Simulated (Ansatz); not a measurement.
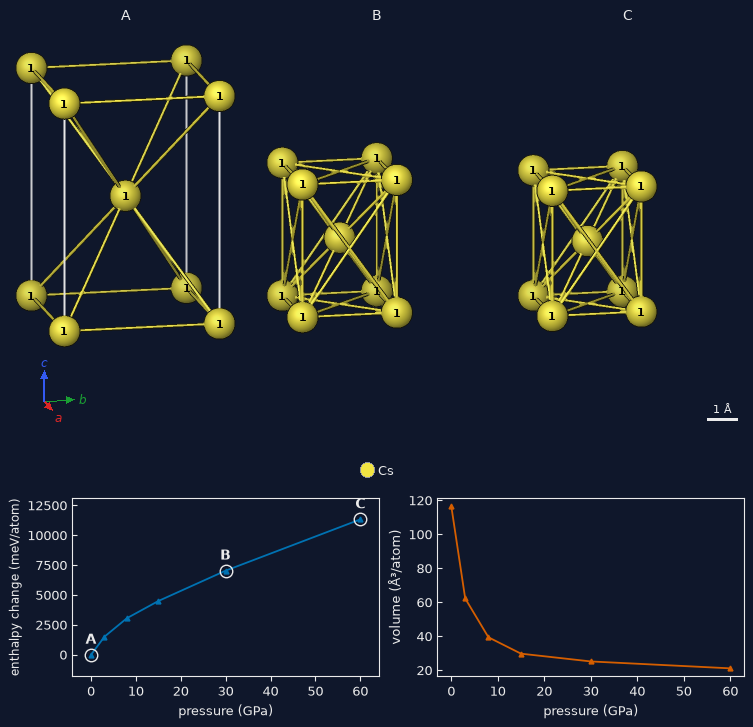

Members of a series of calculations on crystalline Cs (set up in I4/mmm), marked on the first curve. The picture is a ball-and-stick view of the conventional cell (2 times the calculation's cell), seen slightly off an axis. Lengths and directions refer to the drawn axes.

The calculation used DFT PBE, scalar-relativistic, plane waves, PAW in Ansatz. Settings: plane-wave cutoff 420 eV; occupations gaussian; smearing width 0.1 eV; no spin polarisation. The k-mesh is chosen for each cell (12×12×12, 14×14×14, 16×16×16, 18×18×18).

Question: How does the crystal respond to pressure?

Answer: The structure is relaxed at several pressures. A (pressure 0.0 GPa): enthalpy change 0.0 meV/atom, volume 116.82 Å³ per atom. B (pressure 30.0 GPa): enthalpy change 7044 meV/atom, volume 25.22 Å³ per atom. C (pressure 60.0 GPa): enthalpy change 11334 meV/atom, volume 21.16 Å³ per atom. The rest compares A with C. The drawn cell changes as follows: a = b 5.411 → 3.105 Å (−42.6 %), c 7.980 → 4.391 Å (−45.0 %); the volume changes by −81.9 %. Some distances before and after: Cs–Cs 9.641 → 5.377 Å, Cs–Cs 9.440 → 5.378 Å, Cs–Cs 7.980 → 4.391 Å.
